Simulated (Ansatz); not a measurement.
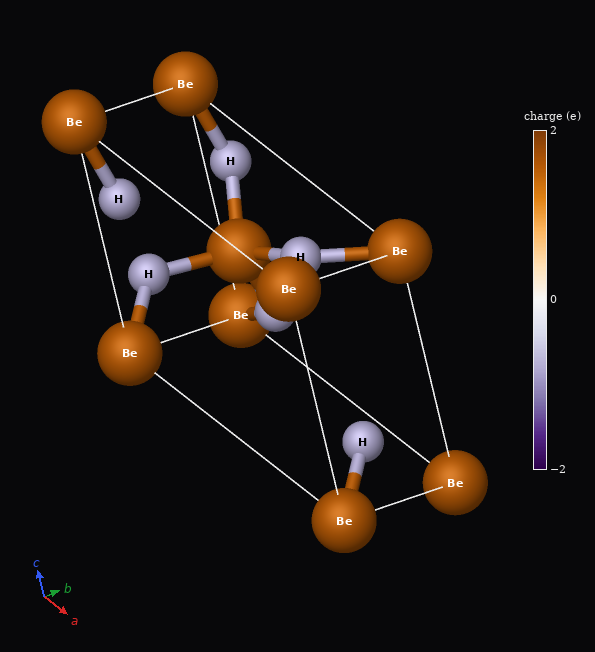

The crystal in a ball-and-stick representation, seen slightly off an axis. Thin lines show the cell (the run's own, in a reduced setting), with boundary atoms drawn in all their periodic places. The atoms of this BeH$_{2}$ cell are coloured by their Bader charge.

Results below were computed with DFT LDA, scalar-relativistic, plane waves, PAW in Ansatz; the settings were 420 eV cutoff, k-points about 0.27 Å⁻¹ apart, Gaussian smearing of 0.02 eV, no spin polarisation.

Question: Summarise the charge transfer.

Answer: Most positive: Be; most negative: H. Charges: about Be +1.6 e; H -0.8 e. The transfer is large, as in an ionic solid.

The model was built from a structure type filled with these elements by a generator (whether the compound takes this form wasn't checked). Earlier steps of the study may have refined or changed the cell and positions. An electronic-structure calculation with Ansatz was run on it.
